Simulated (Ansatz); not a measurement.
```xyz
48
Lattice="6.6995 0.0000 0.0000 0.0000 7.7359 0.0000 0.0000 0.0000 15.9042" Properties=species:S:1:pos:R:3 pbc="T T T"
Si    2.3612    3.5389    0.4071
Si    4.8480    5.5701    0.4673
Si    1.4917    7.4063    0.5422
Si    4.8473    1.5117    0.4666
Si    6.2062    3.5411    0.5670
Si    2.7743    5.6101    1.4680
Si    6.0481    7.4094    1.3935
Si    2.7736    1.4674    1.4670
Si    6.3118    3.5411    3.0981
Si    2.9630    5.5533    3.7822
Si    6.1641    7.4097    3.7671
Si    2.9627    1.5265    3.7807
Si    4.1636    3.5394    4.2016
Si    0.6659    5.3955    4.1866
Si    4.0160    7.4081    4.8699
Si    0.6665    1.6870    4.1871
Si    4.2799    3.5399    6.5748
Si    0.8550    5.3383    6.5007
Si    4.1229    7.4076    7.4009
Si    0.8555    1.7454    6.5012
Si    2.1373    3.5422    7.4266
Si    5.4810    5.3784    7.5009
Si    1.2679    7.4097    7.5607
Si    5.4810    1.7015    7.5009
Si    5.9666    2.2800    9.7221
Si    2.6292    2.2899    9.5939
Si    5.9675    4.8003    9.7219
Si    2.6285    4.7902    9.5942
W     5.9391    7.4084    9.5303
W     2.6862    7.4083    9.5734
Si    4.3198    6.1080   11.0647
Si    0.9791    6.1201   11.0394
Si    4.3195    0.9726   11.0652
Si    0.9793    0.9602   11.0390
W     4.2844    3.5405   11.1955
W     0.9610    3.5399   11.1635
Si    2.6494    2.2521   12.8323
Si    6.0092    2.2397   12.8075
Si    2.6495    4.8284   12.8325
Si    6.0088    4.8403   12.8070
W     2.6679    7.4081   12.7087
W     6.0440    7.4081   12.6768
Si    0.9996    6.1579   14.2783
Si    4.3612    6.1481   14.1503
Si    1.0007    0.9220   14.2791
Si    4.3608    0.9324   14.1500
W     0.9432    3.5401   14.2984
W     4.3892    3.5399   14.3415
```

Method: DFT PBE, scalar-relativistic, plane waves, PAW (Ansatz).

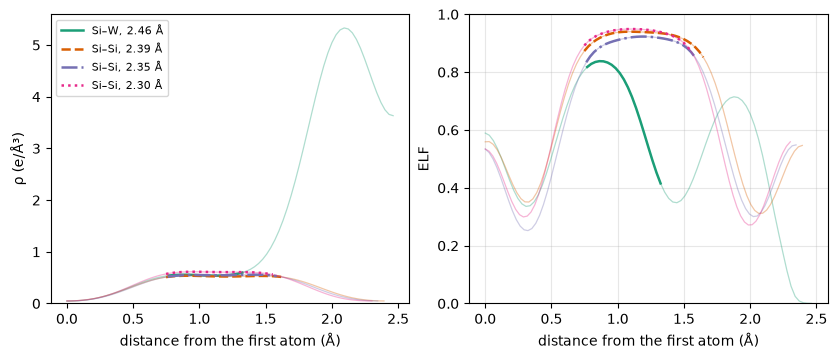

Si5W (interface cell). Valence charge density (pseudo) and ELF along straight lines between neighbouring atoms. Thin, pale parts lie inside the atomic spheres.

In a PAW calculation such maps are meaningful between the atoms, not at the nuclei.

### Compare the contacts.

Si–W (2.46 Å): ρ at the midpoint is about 0.55 e/Å³; the ELF peaks at about 0.85 in the valence shell of Si, 0.9 Å from its nucleus, and is about 0.55 at the midpoint.
Si–Si (2.39 Å): ρ is about 0.52 e/Å³ halfway; the ELF peaks at about 0.95 between the atoms.
Si–Si (2.35 Å): the density is about 0.55 e/Å³ at the midpoint; the ELF peaks at about 0.90 between the atoms.
Si–Si (2.30 Å): ρ at the midpoint is about 0.61 e/Å³; the ELF peaks at about 0.95 between the atoms.
